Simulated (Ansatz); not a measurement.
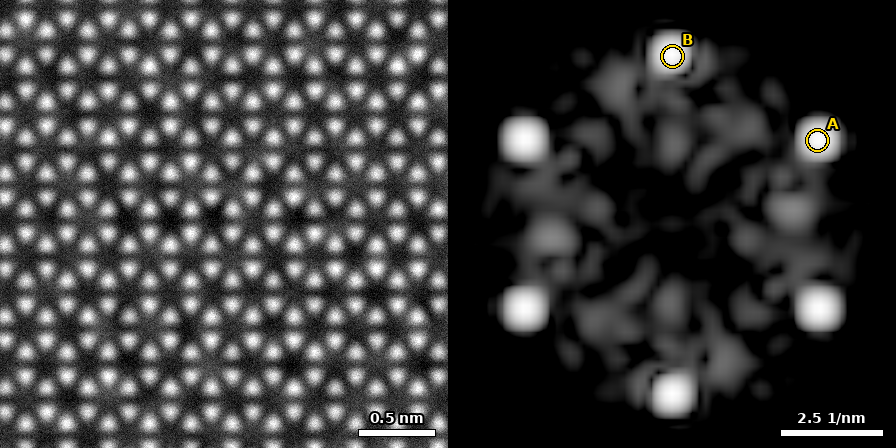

Phase-contrast TEM-like image of a crystal. Simulated in the weak-phase-object approximation with neutral-atom potentials: 200 kV, Cs = −40 µm, defocus +120 Å (negative is underfocus), defocus spread 15 Å, aperture 0.96 1/Å. Shot noise and the speckle of an amorphous layer were added.

The right panel is the modulus of the image's Fourier transform on a logarithmic scale.

Q: Which lattice spacings do the marked spots stand for, and what angle do A and B enclose?

A: 2.4 Å, B: 2.4 Å; A and B enclose about 60°.

The crystal is W (P6_3/mmc, No. 194) along [001]; the spots are (-1 1 0) and (-1 0 0). Structure: the geometry relaxed at fixed volume with Ansatz 0.2.0, DFT r2SCAN, scalar-relativistic, plane waves, PAW; the starting structure was generated, so it need not be a known form of this composition.
